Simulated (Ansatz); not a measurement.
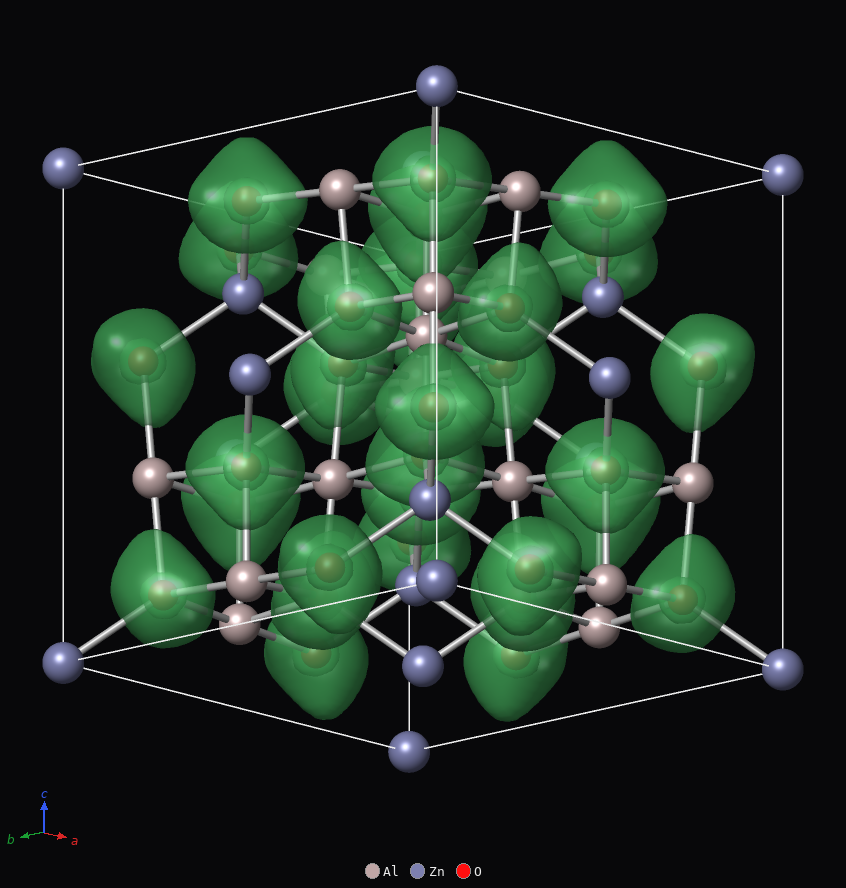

The picture shows: Al2ZnO4. Isosurface of the electron localisation function at 0.7 (green), seen at an oblique angle. Core shells and regions of very low density are left out. Sticks mark near contacts.

Space group Fd-3m; started from the measured structure prototype, which need not be the ambient phase.

Method: DFT, PBEsol, plane waves, PAW in Ansatz.

Question: Describe the localisation domains.

Answer: At this value the surface marks out 32 regions on O in which the atom's valence shell and bonds are merged, counted in one cell of 56 atoms. Regions shared between cells count once.

Values along the shortest contacts:
Al–O (1.92 Å): the ELF peaks at about 0.85 in the valence shell of O, 0.7 Å from its nucleus, and is about 0.80 at the midpoint. Zn–O (1.95 Å): the ELF peaks at about 0.85 in the valence shell of O, 0.6 Å from its nucleus, and is about 0.25 at the midpoint (no shared electron pair shows on this line).

Question: Does the calculation give a band gap?

Answer: It is gapped, with a Kohn–Sham gap of 4.0 eV on the k-point mesh, an upper bound to the gap of this method.
